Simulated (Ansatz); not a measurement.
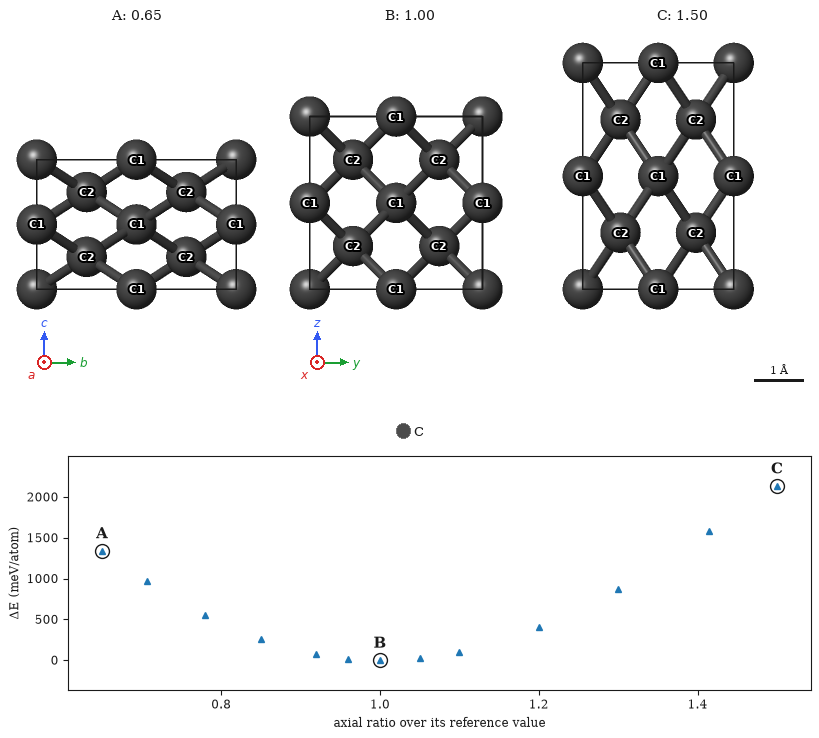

Crystalline C (Fd-3m): the ratio of the cell's length along z to its lengths across, counted as 1 for the reference, is changed at fixed volume (a tetragonal or Bain path), with the atoms kept at their fractional coordinates. x, y and z are the Cartesian axes of the input. The lettered frames are marked on the plot. The picture is a ball-and-stick view of the conventional cell (4 times the calculation's cell), seen along the a axis. Lengths and directions refer to the drawn axes.

Method: DFT PBE, scalar-relativistic, plane waves, PAW in Ansatz 0.2.0. (plane-wave cutoff 420 eV; k-point mesh 12 × 12 × 12; occupations gaussian; smearing width 0.05 eV; no spin polarisation). Energies (free energies at the smearing named) are counted from the cell as listed in its source, which wasn't relaxed.

> Read off the main features of the energy profile.

The lowest computed point lies at the relative ratio 1.00 (0 meV/atom). At the ends of the scan the energy is 1341 meV/atom (0.65) and 2135 meV/atom (1.50). The unrelaxed reference is under a pressure of 1.8 GPa. The distortion takes the space group from Fd-3m to I4_1/amd. At the relative ratio 1.50 the cell of the drawing goes a 3.567 → 3.116 Å, b 3.567 → 3.116 Å, c 3.567 → 4.674 Å. The band gap on the mesh, 4.16 eV in the reference, closes at 0.65, 0.707, 0.78, 1.414, 1.50.

The computed points:

| axial ratio over its reference value | ΔE (meV/atom) |
| --- | --- |
| 0.650 | 1341 |
| 0.707 | 965 |
| 0.780 | 556 |
| 0.850 | 257 |
| 0.920 | 72 |
| 0.960 | 18 |
| 1.000 | 0 |
| 1.050 | 27 |
| 1.100 | 106 |
| 1.200 | 408 |
| 1.300 | 877 |
| 1.414 | 1577 |
| 1.500 | 2135 |
